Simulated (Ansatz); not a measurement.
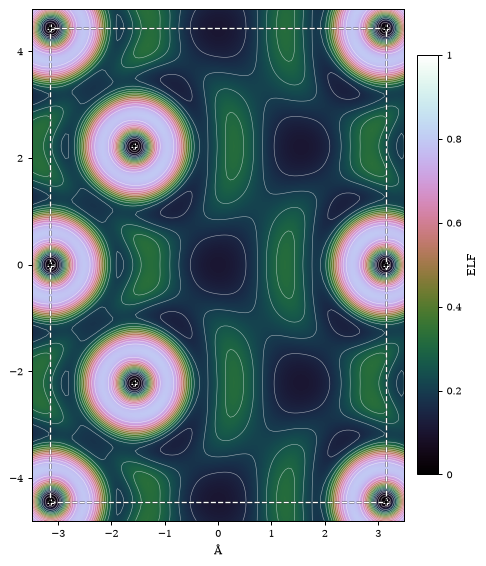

The electron localisation function on a plane through atoms (crosses mark nuclei in the plane).

Computed with Ansatz, DFT, LDA (PW92), plane waves (420 eV) with PAW, scalar-relativistic.

Candidates:
A. Zr, a = 6.29 Å, b = 6.29 Å, c = 6.29 Å, α = 90.00°, β = 90.00°, γ = 90.00°. Space group Fd-3m; set up as Zr, diamond; a generated structure, not necessarily the stable one; changed on purpose from its base cell (volume × 1.12); computed pressure about −4 GPa in this cell.
B. Ca, a = 6.56 Å, b = 6.56 Å, c = 3.54 Å, α = 89.98°, β = 89.98°, γ = 90.00°. Space group I4₁/amd; set up as Ca, beta-Sn type; a generated structure, not necessarily the stable one.

**Which system is this?**

Candidate A: Zr on the (101) plane of the conventional cell, which holds Zr. Zr–Zr (2.72 Å): the ELF is about 0.20 at the midpoint (no shared electron pair shows on this line).
